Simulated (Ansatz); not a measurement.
Run report: W, single-point calculation

System: W (C2/m, 2 atoms in the cell).
Method: DFT LDA, scalar-relativistic, plane waves, PAW, PAW set soft_1, no spin polarisation (Ansatz 0.2.0).

The structure derives from an entry of the Crystallography Open Database. Figures and captions count atoms from 1; the log counts them from 0 in places.

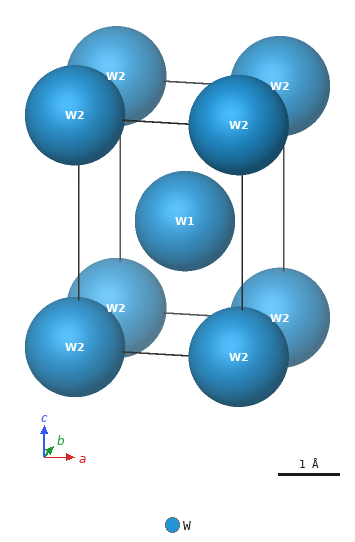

*The structure as given in the input (spheres-only view of the cell of the calculation, seen slightly off an axis; atoms are numbered from 1 in the order of the input). An atom can appear more than once, as a periodic image.*

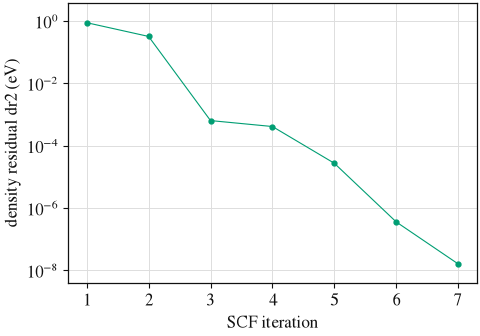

*Convergence of the self-consistent field: density residual dr2 against the SCF iteration.*

The residual falls at every step.

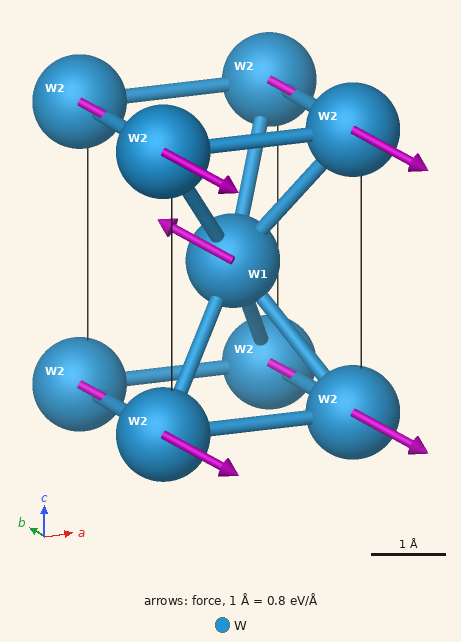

*Forces on the atoms as pink arrows (ball-and-stick view of the cell of the calculation, seen slightly off an axis; atoms are numbered from 1 in the order of the input).*

The largest act on W1, W2 (0.96 eV/Å). The geometry is not a stationary point of this energy.

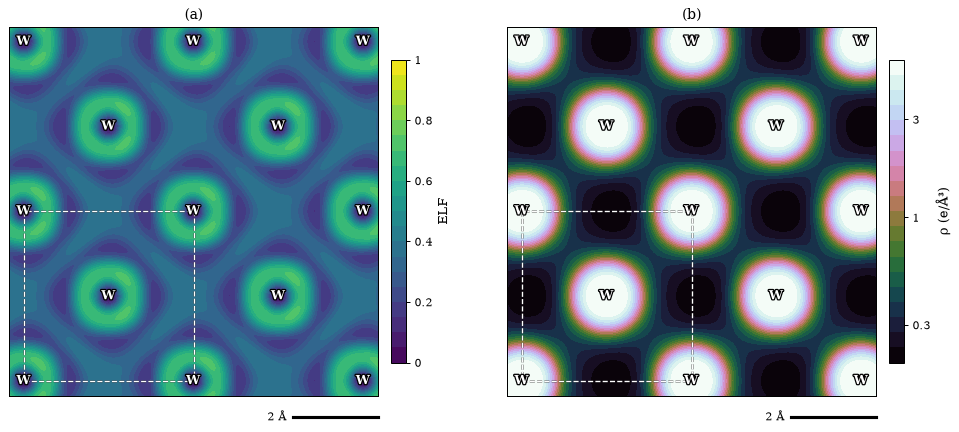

*(a) electron localisation function; (b) valence pseudo-density on the (001) plane of the conventional cell.*

The section cuts through W sites. W–W (2.81 Å): the density is about 0.37 e/Å³ at the midpoint; the ELF is about 0.35 at the midpoint, which marks metallic bonding. Away from the nuclei the density in this plane falls to 0.2 e/Å³ at its lowest. The strong features right at W lie inside the PAW spheres (semicore, d or f shells) and say nothing about bonding. In a PAW calculation such maps are meaningful between the atoms, not at the nuclei.

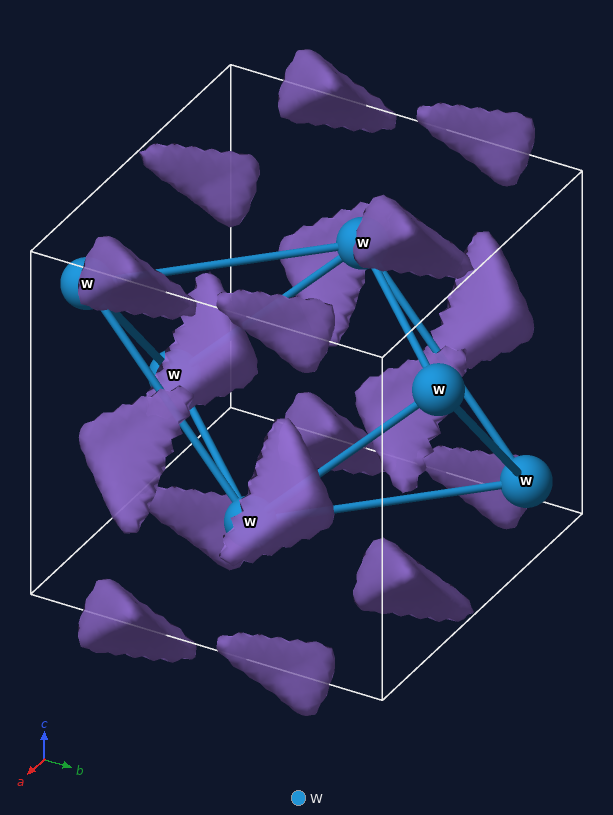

*Isosurface of the electron localisation function at 0.45 (purple), seen at an oblique angle. Only the valence region is drawn (cores and ρ < 0.01 e/Å³ removed). Sticks mark near contacts. The outline is the cell set on symmetry axes.*

Along the contacts the grid gives the following. W–W (2.62 Å): the ELF is about 0.40 at the midpoint (nearly free electrons, as in a simple metal). W–W (2.66 Å): the ELF is about 0.40 at the midpoint, as expected for metallic bonding.

The input that produced these results follows, with the program's output.

Input
```yaml
crystal:
  lattice:
    - [0.0, -1.9864787844, -1.9864787844]
    - [0.0, 1.9864787844, -1.9864787844]
    - [3.9729575688, 0.0, 0.0]
  atoms:
    - { symbol: W, position: [0.5305062407, 0.4694937593, 0.4965768575] }
    - { symbol: W, position: [-0.0305062407, 0.0305062407, 0.0034231425] }
basis:
  ecutwfc: 420
kpoints:
  mp_grid: { grid: [16, 16, 12] }
hamiltonian:
  xc: lda
  pseudopotentials: { kind: paw, azcp: { folder: soft_1 } }
scf:
  occupations: { method: gaussian, width: 0.15 }
output:
  forces: true
  stress: true
  eigenvalues: true
  write_density: true
  write_potential: true
  elf: true
  volumetric_format: npy
```

Command:
```bash
ansatz run input.yaml --threads 2 --pin off --max-ram 4096MiB --backend cpu --events-out ev --progress --plain --runs-dir out
```

What the program printed
```
Warning: [file] the record states the generating functional pbe (its physics header spells it `PBE`), which answers neither for hamiltonian.xc's functional nor for the lda family's — results may be inconsistent (PPs are generated against a specific XC)
Engine: ansatz 0.2.0, aarch64-unknown-linux-gnu
Pseudopotentials: kind: paw
Pseudopotential: W, paw, valence charge 14, recommended cutoff 420 eV (normal), [file]
Functional definition: SPW92
  exchange = slater_x
  correlation = pw_c
Crystal: 2 atoms, lattice volume = 31.355 Å³
Basis set: ecut = 420 eV, 633 PW (Γ)
Bands: 18, of which v1, the nominal top of the filled ones, is band 14 counted from 1 (13 counted from 0)
Symmetry: 4 space group operations
Space group: C2/m (ITA 12), of the structure as read, at distance tolerance 3.2e-5 Å
k-points: 826 of 3072
Non-local potential: W, projectors of the file, l = 0: 3, l = 1: 2, l = 2: 2, l = 3: 1
PAW form: soft (Blöchl's): semilocal exchange-correlation on the pseudo side does not see the compensation charge
PAW frozen core: W, regenerated for the run's functional, and the local potential with it (the file was generated under x = pbe(κ = 0.804, μ = 0.2195149727645171), c = pbe(β = 0.06672455060314922))
PAW one-centre angular grid: W, 590 points (default); XC on 64 Gauss nodes
Initial density: superposition of atomic densities (chi_scale 0.1, normalization cell)
Initial wavefunctions: pseudopotential atomic-orbital guess
Functional: x = slater, c = lda
SCF iter   1: F=—  HF=-20260.655711 eV  |F-HF|=—  |Δ(HF+E_count)|=         —  Δρ=5.63e-2  dr2=8.84e-1  ethr=3.10e-3  ⟨swp⟩=4.9  Hψ=59036  notcnv=0
preconditioner: auto → none  [metal: Δε(μ)=0.004 eV  Ē_g=5.697 eV  σ=0.150 eV  W_gap=0.02  n_scr=6 (ndim 8)  ℏωp=23.0 eV  f_vac=0.000  D(μ)=2.09/eV (n_scr^D=20)  sad-step TF]
SCF iter   2: F=—  HF=-20260.414662 eV  |F-HF|=—  |Δ(HF+E_count)|=   2.41e-1  Δρ=3.39e-2  dr2=3.20e-1  ethr=3.10e-3  ⟨swp⟩=2.0  Hψ=24434  notcnv=0  defer=51
SCF iter   3: F=—  HF=-20260.283050 eV  |F-HF|=—  |Δ(HF+E_count)|=   1.32e-1  Δρ=1.57e-3  dr2=6.38e-4  ethr=1.14e-3  ⟨swp⟩=2.8  Hψ=27141  notcnv=0  defer=51
SCF iter   4: F=—  HF=-20260.283211 eV  |F-HF|=—  |Δ(HF+E_count)|=   1.61e-4  Δρ=7.79e-4  dr2=4.11e-4  ethr=2.28e-6  ⟨swp⟩=2.0  Hψ=24210  notcnv=0  defer=51
SCF iter   5: F=—  HF=-20260.283084 eV  |F-HF|=—  |Δ(HF+E_count)|=   1.27e-4  Δρ=1.79e-4  dr2=2.72e-5  ethr=1.47e-6  ⟨swp⟩=2.0  Hψ=21414  notcnv=0  defer=51
SCF iter   6: F=—  HF=-20260.283075 eV  |F-HF|=—  |Δ(HF+E_count)|=   8.72e-6  Δρ=5.38e-5  dr2=3.56e-7  ethr=9.72e-8  ⟨swp⟩=2.0  Hψ=20754  notcnv=0  defer=51
SCF iter   7: F=-20260.283075 eV  HF=-20260.283075 eV  |F-HF|=4.67e-9  |Δ(HF+E_count)|=   3.98e-8  Δρ=1.62e-5  dr2=1.60e-8  ethr=3.57e-10  ⟨swp⟩=8.7  Hψ=95301  notcnv=0
SCF 1 converged in 7 iterations: F = -20260.283075 eV  dr2 = 1.60e-8
  greatest PAW one-centre occupation: 0.999 electrons in one spin orbital (limit 2), on the W atom at site 1 (counted from 0), in its partial waves of l = 0
SCF converged after 7 iterations
Free energy (F): -20260.283075 eV
Harris-Foulkes:  -20260.283075 eV  (|F-HF|=4.67e-9)
Internal energy: -20260.258410 eV  (E = F + TS)
E sigma→0 (E₀):  -20260.270743 eV
Entropy (-TS):   -0.024665 eV (-12.333 meV/atom)
Fermi energy:    21.886089 eV
--- Per-component energies (eV) ---
  E_band       = -167.036841
  E_kinetic    = 848.898103
  E_local      = -1097.483407  (includes V_loc(G=0)·N_el)
  E_nonlocal   = -38.565150
  E_hartree    = 460.258083
  E_xc         = -532.824559
  E_vxc        = -464.350176  (∫ρ·V_xc dr)
  E_paw        = -16649.714169  (= ΣΔE_a)
  E_vpaw       = -336.051266  (= ΣTr[D̂ρ^β])
  E_aug_tail   = 0.000299  (compensation charges beyond the density's cutoff)
  E_ewald      = -3251.394110
  E_core_change = 0.566499  (= ΣΔE_core)
  E_smearing   = -0.024665  (= −TS)
  E_closure    = -0.000000  (closes the sum)
  Σ components = -20260.283075   (vs F -20260.283075, Δ=0.00e0)
--- Forces (eV/Å), atoms counted from 1 ---
  atom   1  W      0.37676625     0.88176163     0.00000000
  atom   2  W     -0.37676625    -0.88176163     0.00000000
  max |Σ_I F_I| component: 0.00e0 eV/Å
--- Stress (GPa, compression-positive) ---
        6.207707      -1.193808       0.000000
       -1.193808      -1.185968       0.000000
        0.000000       0.000000       5.568823
  P = ⅓ Tr σ = 3.5302 GPa (35.302 kbar)
--- Band table (eV; the first three rows and the last of 826) ---
  k-point 0: bands = ["-51.6257", "-51.4291", "-16.4956", "-15.6828", "-15.6521", "-15.2183", "-15.1577", "-15.1052", "12.6985", "16.0871", "17.1443", "20.9876", "21.1846", "21.4157", "24.2444", "24.7473", "25.3808", "26.9485"]
  k-point 1: bands = ["-51.6224", "-51.4324", "-16.4762", "-15.6783", "-15.6450", "-15.2258", "-15.1665", "-15.1261", "12.8077", "16.1307", "17.1830", "20.8705", "21.2556", "21.4887", "24.1014", "24.7498", "25.0343", "26.9103"]
  k-point 2: bands = ["-51.6127", "-51.4422", "-16.4190", "-15.6670", "-15.6240", "-15.2478", "-15.2027", "-15.1743", "13.1285", "16.2467", "17.2998", "20.5476", "21.4644", "21.7082", "23.6648", "24.1790", "24.8071", "26.7686"]
  k-point 825: bands = ["-51.4408", "-51.4379", "-16.2306", "-16.1742", "-16.1091", "-16.0468", "-15.5448", "-15.5260", "17.7333", "17.7427", "19.7071", "19.8072", "19.8506", "19.9465", "23.4446", "23.4659", "28.0037", "28.0231"]
```

Summary

```tsv
quantity	value
outcome	converged
space group (tolerance 0.01 Å)	C2/m (12)
electrons treated	28
free energy	−20260.2831 eV
Fermi energy	21.886 eV
gap on the k-point mesh	none (metallic)
pressure	3.53 GPa
largest force (length of the vector)	0.959 eV/Å
hardware	2 threads of Arm Neoverse V1, 24 GiB of memory available, shared host
wall time	17 s (CPU time 33 s)
peak memory	0.59 GiB
```

Remarks

The program warns: the PAW datasets were made with another functional. Spin–orbit coupling is left out, which matters for W.
